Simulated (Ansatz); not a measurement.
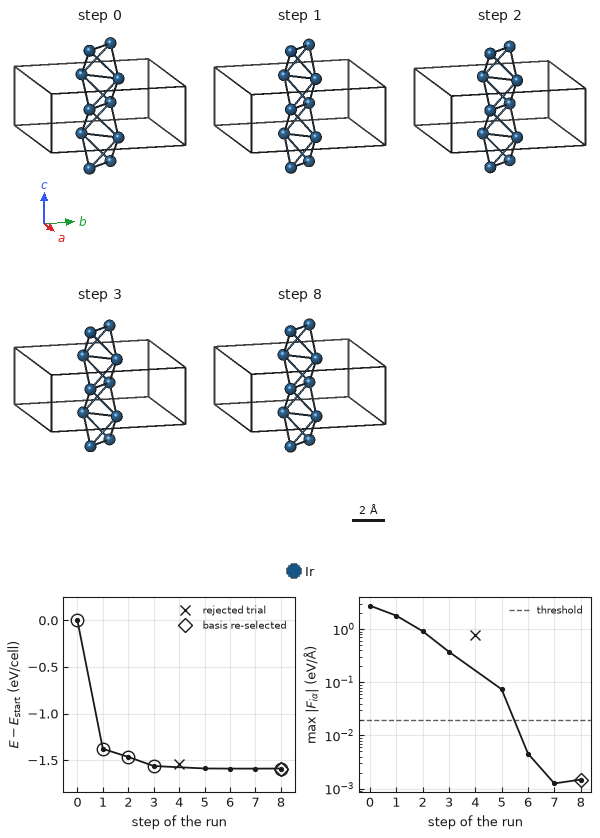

Frames of a relaxation of a wire of composition Ir, marked on the history of the run. The picture is a ball-and-stick view of the cell of the calculation, with the vacuum cut short, seen slightly off an axis.

Case: wire along [0 0 1], 4 atoms a period.

Theory: DFT PBE, scalar-relativistic, plane waves, PAW in Ansatz. Settings: plane-wave cutoff 420 eV; k-point mesh 1 × 1 × 14; occupations gaussian; smearing width 0.05 eV; no spin polarisation; cell relaxed at fixed a, b, alpha, beta, gamma; force threshold 0.02 eV/Å; at most 45 steps.

What happens along the run?

Over 6 accepted moves (8 points after the start) the energy falls by 1.588 eV per cell of the calculation. The largest force component goes from 2.8 to 0.0015 eV/Å. The line search rejected the trial step at point 4 of the run. The SCF was repeated once at an unchanged geometry on a basis and grid sized afresh for the cell, which shifted the energy by 0.8 meV per cell of the calculation at most. The largest moves relative to the layer's centre, 0.15 Å, are those of Ir atoms. Along the periodic axis the drawn cell goes c 3.871 → 3.789 Å (−2.1 %). Some distances before and after: Ir–Ir 2.737 → 2.442 Å, Ir–Ir 2.737 → 2.563 Å. Bond angles that change, for instance: Ir–Ir–Ir 90.0° → 95.3°, Ir–Ir–Ir 120.0° → 123.1°, Ir–Ir–Ir 60.0° → 56.9°. From step 0 to 1: Ir atoms move most (0.19 Å), energy −1.377 eV per cell of the calculation. From step 1 to 2: Ir atoms move most (0.09 Å), energy −86.4 meV per cell of the calculation. From step 2 to 3: Ir atoms move most (0.03 Å), energy −97.8 meV per cell of the calculation. From step 3 to 8: Ir atoms move most (0.02 Å), energy −27.0 meV per cell of the calculation.

Limits of the set-up: the k-point mesh is coarse for a cell with partly filled bands.
